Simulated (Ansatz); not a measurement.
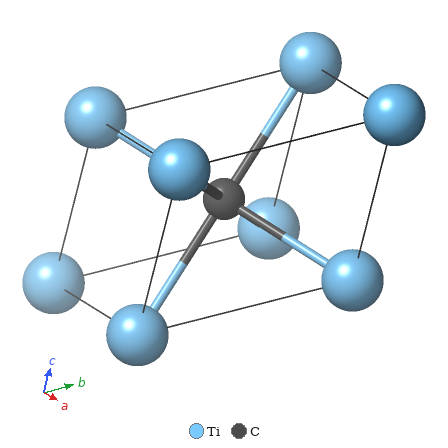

System: TiC, space group Fm-3m (No. 225) (cell built by us, not taken from a database). The picture shows the cell.

Input of the run:
```
crystal:
  lattice:
    - [0.0, 2.1507, 2.1507]
    - [2.1507, 0.0, 2.1507]
    - [2.1507, 2.1507, 0.0]
  atoms:
    - { symbol: Ti, position: [0.0, 0.0, 0.0] }
    - { symbol: C, position: [0.5, 0.5, 0.5] }
basis:
  ecutwfc: 420
kpoints:
  mp_grid: { grid: [12, 12, 12] }
hamiltonian:
  xc: pbe0
scf:
  occupations: { method: fermi_dirac, width: 0.15 }
output:
  forces: true
  stress: true
  eigenvalues: true
elastic:
  mode: relaxed_ion
  amplitude: 0.005
```

Run as:
```bash
ansatz run input.yaml --threads 4 --pin off --max-ram 12288MiB --backend cpu --events-out ev --progress --plain --runs-dir out
```

Calculation (Ansatz 0.2.0): elastic stress-strain coefficients at zero temperature from small strains of the given cell, Voigt order xx yy zz yz xz xy, Cartesian axes of the cell vectors; plane waves with PAW datasets, Γ-centred k mesh. Level: PBE0, no spin polarisation.

wave cutoff 420 eV; k mesh 12×12×12; occupations Fermi–Dirac; smearing width 0.15 eV; ions relaxed; strain amplitude 0.005.

Predict the Young's modulus as a function of direction in the xy, xz and yz planes.

Over all directions E runs from 503 to 514 GPa, a ratio of 1.02, so the solid is nearly isotropic. E is 514 GPa along x, y and z alike, and 503 GPa along the body diagonal x + y + z. The Hill averages are K = 279 GPa and G = 212 GPa, Poisson's ratio 0.20; K/G = 1.32, below Pugh's empirical 1.75, a sign of brittle behaviour.

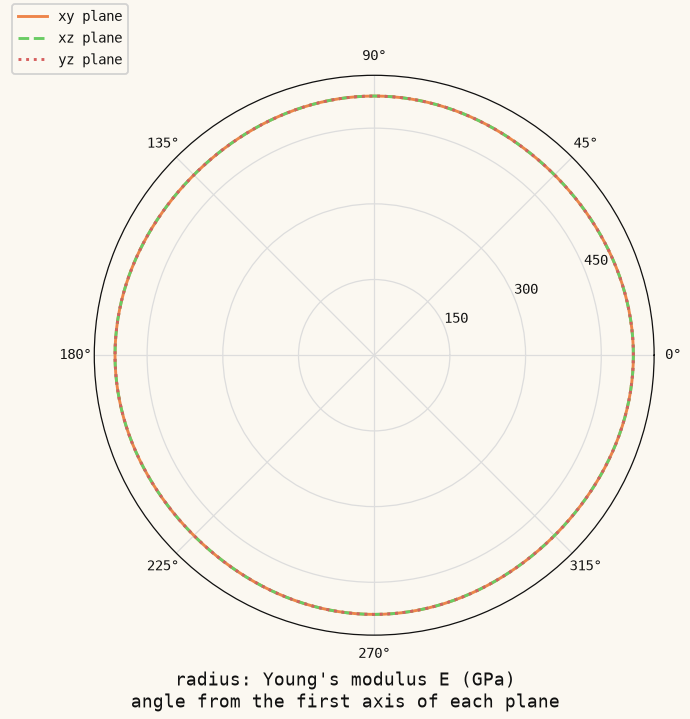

Limits of the calculation: bands overlap; metal sensitive to the k mesh.
